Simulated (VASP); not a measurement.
## Run report: NaCl, band-structure calculation

System: NaCl (2 atoms in the cell).
Method: DFT, r2SCAN, plane waves, PAW (VASP 6.6.1).

The structure was built on a prototype by a generator. The geometry comes from this level: r2SCAN (a point of a series of strains). It belongs to a series of runs on one base structure; here: hydrostatic strain +2.0%.

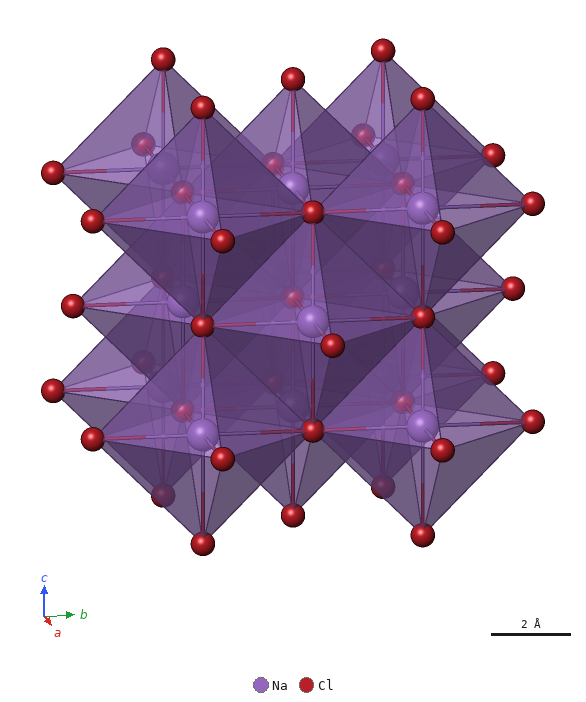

*The input geometry (polyhedral view of the cell 4 times as large as that of the calculation, set on its symmetry axes, seen slightly off an axis; polyhedra are completed across the faces of the cell). An atom can appear more than once, as a periodic image.*

### Summary

```json
{"quantity": "outcome", "value": "converged"}
{"quantity": "space group (tolerance 0.01 Å)", "value": "Fm-3m (225)"}
{"quantity": "electrons treated", "value": "14"}
{"quantity": "free energy", "value": "−13.7746 eV"}
{"quantity": "Fermi energy", "value": "−1.327 eV"}
{"quantity": "band gap", "value": "5.76 eV"}
{"quantity": "pressure", "value": "−1.61 GPa"}
{"quantity": "largest force (length of the vector)", "value": "under 0.001 eV/Å"}
{"quantity": "hardware", "value": "1 CPU thread, shared host"}
{"quantity": "wall time", "value": "61 s"}
{"quantity": "peak memory", "value": "0.17 GiB"}
```

### INCAR
```
ENCUT = 520.000000
SIGMA = 0.010000
EDIFF = 1.00e-07
ALGO = Normal
METAGGA = R2SCAN
PREC = Accurate
IBRION = -1
ISIF = 2
ISMEAR = 0
NBANDS = 14
NELM = 120
NSW = 0
LASPH = .TRUE.
LCHARG = .TRUE.
LELF = .TRUE.
LWAVE = .FALSE.
LREAL = .FALSE.
```

### KPOINTS
```
KPOINTS created by Atomic Simulation Environment
0
Gamma
8 8 8
0 0 0
```

### KPOINTS_OPT
```
special points
6
Reciprocal
0.0000000000 0.0000000000 0.0000000000 1
0.5000000000 0.0000000000 0.5000000000 1
0.6250000000 0.2500000000 0.6250000000 1
0.3750000000 0.3750000000 0.7500000000 1
0.5000000000 0.5000000000 0.5000000000 1
0.5000000000 0.2500000000 0.7500000000 1
```

### POSCAR
```
Na Cl
 1.0000000000000000
     0.0000000000000000    2.8587528019000001    2.8587528019000001
     2.8587528019000001    0.0000000000000000    2.8587528019000001
     2.8587528019000001    2.8587528019000001    0.0000000000000000
 Na  Cl
   1   1
Cartesian
  0.0000000000000000  0.0000000000000000  0.0000000000000000
  2.8587528019000001  2.8587528019000001  2.8587528019000001
```

Launch command:
```bash
mpirun -np 1 vasp_std
```

### OSZICAR
```
N       E                     dE             d eps       ncg     rms          rms(c)
DAV:   1     0.941992547558E+02    0.94199E+02   -0.71919E+03   820   0.102E+03
DAV:   2    -0.740209658713E+01   -0.10160E+03   -0.93484E+02   880   0.271E+02
DAV:   3    -0.158242816326E+02   -0.84222E+01   -0.83702E+01  1082   0.736E+01
DAV:   4    -0.159715325414E+02   -0.14725E+00   -0.14719E+00   944   0.104E+01
DAV:   5    -0.159750017202E+02   -0.34692E-02   -0.34687E-02  1070   0.159E+00    0.224E+00
DAV:   6    -0.137819233340E+02    0.21931E+01   -0.53848E-01   866   0.730E+00    0.230E+00
DAV:   7    -0.137662067667E+02    0.15717E-01   -0.16038E-01  1016   0.274E+00    0.122E+00
DAV:   8    -0.137723494796E+02   -0.61427E-02   -0.69859E-03   974   0.615E-01    0.451E-01
DAV:   9    -0.137744955494E+02   -0.21461E-02   -0.45977E-03   872   0.578E-01    0.139E-01
DAV:  10    -0.137745722497E+02   -0.76700E-04   -0.14454E-04  1112   0.907E-02    0.455E-02
DAV:  11    -0.137745787801E+02   -0.65304E-05   -0.90180E-05   950   0.725E-02    0.352E-02
DAV:  12    -0.137745800923E+02   -0.13122E-05   -0.44397E-06  1046   0.163E-02    0.316E-03
DAV:  13    -0.137745799906E+02    0.10174E-06   -0.14771E-07   938   0.333E-03    0.566E-04
DAV:  14    -0.137745798362E+02    0.15442E-06   -0.67043E-09   724   0.959E-04    0.544E-04
DAV:  15    -0.137745798526E+02   -0.16443E-07   -0.17734E-09   580   0.386E-04
   1 F= -.13774580E+02 E0= -.13774580E+02  d E =-.709905E-23
       N       E                     dE             ncg
DAV:   1     0.313642024810E+03   -0.30286E+04      168
DAV:   2    -0.285104221263E+03   -0.59875E+03      180
DAV:   3    -0.336683844518E+03   -0.51580E+02      210
DAV:   4    -0.337532854775E+03   -0.84901E+00      186
DAV:   5    -0.337553116397E+03   -0.20262E-01      216
DAV:   6    -0.337553920861E+03   -0.80446E-03      204
DAV:   7    -0.337553959687E+03   -0.38826E-04      232
DAV:   8    -0.337553961225E+03   -0.15378E-05      210
DAV:   9    -0.337553961308E+03   -0.83145E-07      194
```

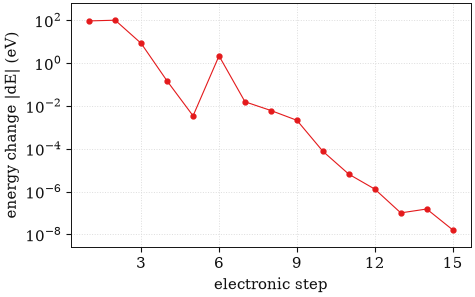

*Convergence of the self-consistent field: energy change |dE| against the electronic step.*

It takes 15 electronic steps. The density is held fixed in the first few steps, and dE rises again when its update begins.

### Parts of OUTCAR
```
k-points           NKPTS =     29   k-points in BZ     NKDIM =     29   number of bands    NBANDS=     14

   NELECT =      14.0000    total number of electrons

   dimension x,y,z NGX =    30 NGY =   30 NGZ =   30
   dimension x,y,z NGXF=    60 NGYF=   60 NGZF=   60

  energy-cutoff  :      520.00
  volume of cell :       46.73
      direct lattice vectors                 reciprocal lattice vectors
     0.000000000  2.858752802  2.858752802    -0.174901446  0.174901446  0.174901446
     2.858752802  0.000000000  2.858752802     0.174901446 -0.174901446  0.174901446
     2.858752802  2.858752802  0.000000000     0.174901446  0.174901446 -0.174901446

 k-points in reciprocal lattice and weights: KPOINTS created by Atomic Simulation Env
   0.00000000  0.00000000  0.00000000       0.002
   0.12500000  0.00000000  0.00000000       0.016
   0.25000000  0.00000000  0.00000000       0.016
   0.37500000  0.00000000  0.00000000       0.016
   0.50000000  0.00000000  0.00000000       0.008
   0.12500000  0.12500000  0.00000000       0.012
   0.25000000  0.12500000  0.00000000       0.047
   0.37500000  0.12500000  0.00000000       0.047
   0.50000000  0.12500000  0.00000000       0.047
  -0.37500000  0.12500000  0.00000000       0.047
  -0.25000000  0.12500000  0.00000000       0.047
  -0.12500000  0.12500000  0.00000000       0.023
   0.25000000  0.25000000  0.00000000       0.012
   0.37500000  0.25000000  0.00000000       0.047
   0.50000000  0.25000000  0.00000000       0.047
  -0.37500000  0.25000000  0.00000000       0.047
  -0.25000000  0.25000000  0.00000000       0.023
   0.37500000  0.37500000  0.00000000       0.012
   0.50000000  0.37500000  0.00000000       0.047
  -0.37500000  0.37500000  0.00000000       0.023
   0.50000000  0.50000000  0.00000000       0.006
   0.37500000  0.25000000  0.12500000       0.047
   0.50000000  0.25000000  0.12500000       0.094
  -0.37500000  0.25000000  0.12500000       0.047
   0.50000000  0.37500000  0.12500000       0.047
  -0.37500000  0.37500000  0.12500000       0.094
  -0.25000000  0.37500000  0.12500000       0.047
  -0.37500000  0.50000000  0.12500000       0.023
  -0.25000000  0.50000000  0.25000000       0.012

 E-fermi :  -1.3267

 k-point     1 :       0.0000    0.0000    0.0000
  band No.  band energies     occupation
      1     -22.9904      2.00000
      2     -22.9901      2.00000
      3     -22.9901      2.00000
      4     -14.5246      2.00000
      5      -1.3922      2.00000
      6      -1.3922      2.00000
      7      -1.3922      2.00000
      8       4.3643      0.00000
      9      10.3252      0.00000
     10      10.3253      0.00000
     11      10.3253      0.00000
     12      12.5241      0.00000
     13      12.5241      0.00000
     14      14.0233      0.00000

 k-point     2 :       0.1250    0.0000    0.0000
  band No.  band energies     occupation
      1     -22.9936      2.00000
      2     -22.9906      2.00000
      3     -22.9904      2.00000
      4     -14.4823      2.00000
      5      -1.7268      2.00000
      6      -1.4315      2.00000
      7      -1.4315      2.00000
      8       4.8371      0.00000
      9       9.7758      0.00000
     10      10.5237      0.00000
     11      10.5237      0.00000
     12      12.2877      0.00000
     13      12.2877      0.00000
     14      14.9919      0.00000

 k-point     3 :       0.2500    0.0000    0.0000
  band No.  band energies     occupation
      1     -23.0018      2.00000
      2     -22.9912      2.00000
      3     -22.9909      2.00000
      4     -14.3777      2.00000
      5      -2.4056      2.00000
      6      -1.5235      2.00000
      7      -1.5235      2.00000
      8       5.7923      0.00000
      9       9.2121      0.00000
     10      10.6567      0.00000
     11      10.6569      0.00000
     12      12.4975      0.00000
     13      12.4976      0.00000
     14      14.9941      0.00000

 k-point     4 :       0.3750    0.0000    0.0000
  band No.  band energies     occupation
      1     -23.0100      2.00000
      2     -22.9918      2.00000
      3     -22.9915      2.00000
      4     -14.2693      2.00000
      5      -2.9763      2.00000
      6      -1.6120      2.00000
      7      -1.6120      2.00000
      8       6.3749      0.00000
      9       9.4727      0.00000
     10      10.4055      0.00000
     11      10.4058      0.00000
     12      13.8436      0.00000
     13      13.8437      0.00000
     14      14.4509      0.00000

 k-point     5 :       0.5000    0.0000    0.0000
  band No.  band energies     occupation
      1     -23.0134      2.00000
      2     -22.9920      2.00000
      3     -22.9917      2.00000
      4     -14.2231      2.00000
      5      -3.1923      2.00000
      6      -1.6476      2.00000
      7      -1.6476      2.00000
      8       6.4731      0.00000
      9       9.8843      0.00000
     10      10.2764      0.00000
     11      10.2767      0.00000
     12      14.3033      0.00000
     13      15.4603      0.00000
     14      15.4603      0.00000

 [... the levels of 23 k-points are left out ...]

 k-point    29 :      -0.2500    0.5000    0.2500
  band No.  band energies     occupation
      1     -23.0013      2.00000
      2     -23.0011      2.00000
      3     -22.9983      2.00000
      4     -14.1623      2.00000
      5      -2.5146      2.00000
      6      -2.5146      2.00000
      7      -2.0931      2.00000
      8       8.2114      0.00000
      9       8.8664      0.00000
     10       8.8664      0.00000
     11      10.6603      0.00000
     12      15.0317      0.00000
     13      15.0320      0.00000
     14      15.4714      0.00000

  Total       -0.4708068     -0.4708068     -0.4708068     -0.0000000      0.0000000     -0.0000000
  in kB      -16.1433442    -16.1433442    -16.1433442     -0.0000000      0.0000000     -0.0000000
  external PRESSURE =     -16.1433442 kB  Pullay stress =       0.0000000 kB

 POSITION                                       TOTAL-FORCE (eV/Angst)
 -----------------------------------------------------------------------------------
      0.00000      0.00000      0.00000         0.000000     -0.000000     -0.000000
      2.85875      2.85875      2.85875        -0.000000      0.000000      0.000000
 -----------------------------------------------------------------------------------
    total drift:                                0.000000      0.000000      0.000000

  FREE ENERGIE OF THE ION-ELECTRON SYSTEM (eV)
  ---------------------------------------------------
  free  energy   TOTEN  =       -13.7745798526 eV

  energy  without entropy=      -13.7745798526  energy(sigma->0) =      -13.77457985
```

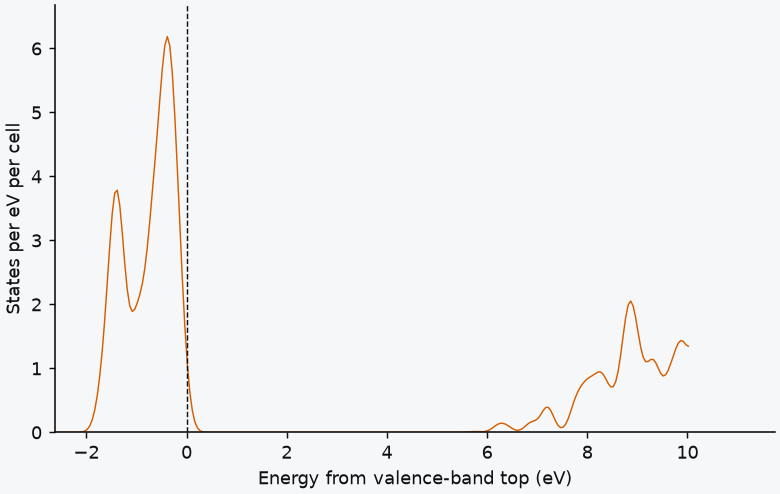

*Density of states (the curve is built from the levels of the k mesh with Gaussians 0.3 eV wide, which also blur the band edges), with energies from the valence-band top.*

There is a gap of 5.76 eV on the k-point mesh. Small ripples come from the finite k-point mesh.
